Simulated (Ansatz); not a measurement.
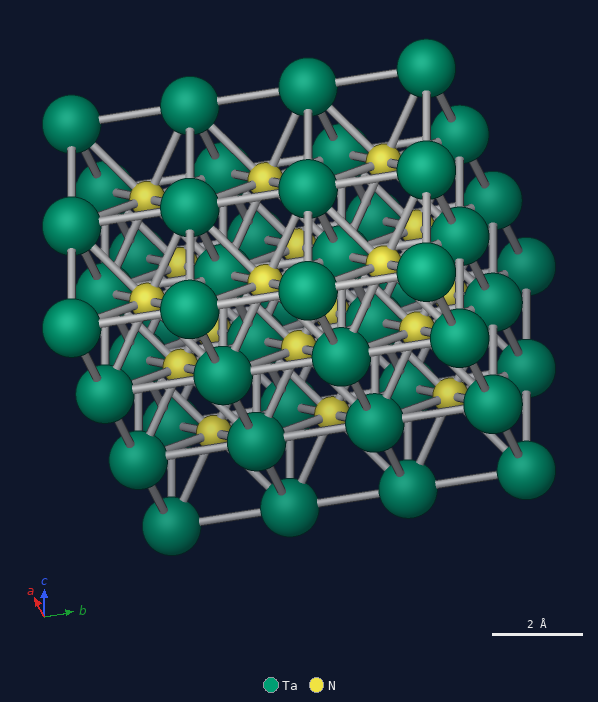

**Figure 1.** The input geometry (ball-and-stick view of the cell of the calculation, repeated 3 × 3 × 2, seen at an oblique angle). An atom can appear more than once, as a periodic image.

# TaN: single-point calculation (part 1 of 3)

- system: TaN (2 atoms in the cell)
- method: DFT r2SCAN+U, scalar-relativistic, plane waves, PAW, Ueff = 1 eV on Ta atom 1 d, spin-polarised (Ansatz 0.2.0)

The structure was built on a prototype by a generator; it need not be a known phase. It belongs to a series of runs on one base structure; here: random orbitals: random, high filling.

### The program's output
```
Warning: crystal.symmetry: narrowed to the stabiliser of the occupation matrices — unitary ops 48 → 2; lowered by the specified shell (site 0, l: d); largest admitted image defect 4.4e-16, smallest excluded 3.7e-1 — at a splitting's scale: the group the occupation matrices' own texture admits
Ta: projections on atomic orbitals take those of the free atom [Kr 4d10 4f14] 5s2 5p6 5d3 6s2, of charge +0.00 (hamiltonian.pseudopotentials.projection_atoms); the dataset's partial waves leave at most 6.0e-5 of an orbital's norm unspanned inside its sphere
N: projections on atomic orbitals take those of the free atom [He] 2s2 2p3, of charge +0.00 (hamiltonian.pseudopotentials.projection_atoms); the dataset's partial waves leave at most 9.3e-9 of an orbital's norm unspanned inside its sphere
Engine: ansatz 0.2.0, x86_64-unknown-linux-gnu
Pseudopotentials: kind: paw
Pseudopotential: Ta, paw, valence charge 13, recommended cutoff 500 eV (meta_gga), Ta.paw.azcp
Pseudopotential: N, paw, valence charge 5, recommended cutoff 500 eV (meta_gga), N.paw.azcp
Functional definition: r2SCAN
  parameter k0 = 0.174
  parameter k1 = 0.065
  parameter a1 = 4.9479
  exchange = r2scan_x(k0 = k0, k1 = k1, a1 = a1)
  correlation = r2scan_c
Crystal: 2 atoms, lattice volume = 20.398 Å³
Basis set: ecut = 500 eV, 485 PW (Γ), exchange–correlation on 80×80×80 points (64 copies of the dense FFT grid, shifted against one another)
Bands: 14, of which v1, the nominal top of the filled ones, is band 9 counted from 1 (8 counted from 0)
Symmetry: 2 space group operations
k-points: 172 of 343
Non-local potential: Ta, projectors of the file, l = 0: 3, l = 1: 2, l = 2: 2, l = 3: 1
Non-local potential: N, projectors of the file, l = 0: 2, l = 1: 2, l = 2: 1
PAW form: soft (Blöchl's): semilocal exchange-correlation on the pseudo side does not see the compensation charge
PAW frozen core: Ta, regenerated for the run's functional (the file was generated under x = pbe(κ = 0.804, μ = 0.2195149727645171), c = pbe(β = 0.06672455060314922))
PAW frozen core: N, regenerated for the run's functional (the file was generated under x = pbe(κ = 0.804, μ = 0.2195149727645171), c = pbe(β = 0.06672455060314922))
PAW one-centre angular grid: Ta, 590 points (default); XC on 160 Gauss nodes
PAW one-centre angular grid: N, 302 points (default); XC on 160 Gauss nodes
Initial density: superposition of atomic densities (chi_scale 0.1, normalization cell, long waves kept (reshape's long-wave potential 0.00 eV rms))
Starting moments: Σ|m| = 2 μB on 1 of 2 sites
Initial wavefunctions: pseudopotential atomic-orbital guess
Functional: x = r2scan, c = r2scan; τ floored in thin density (d = 2e-4 eV/Å³)
iter 1 solved again at ethr=1.08e-3 eV; its pass at ethr=3.10e-3 eV (dr2=1.94e-1 eV) is discarded
```
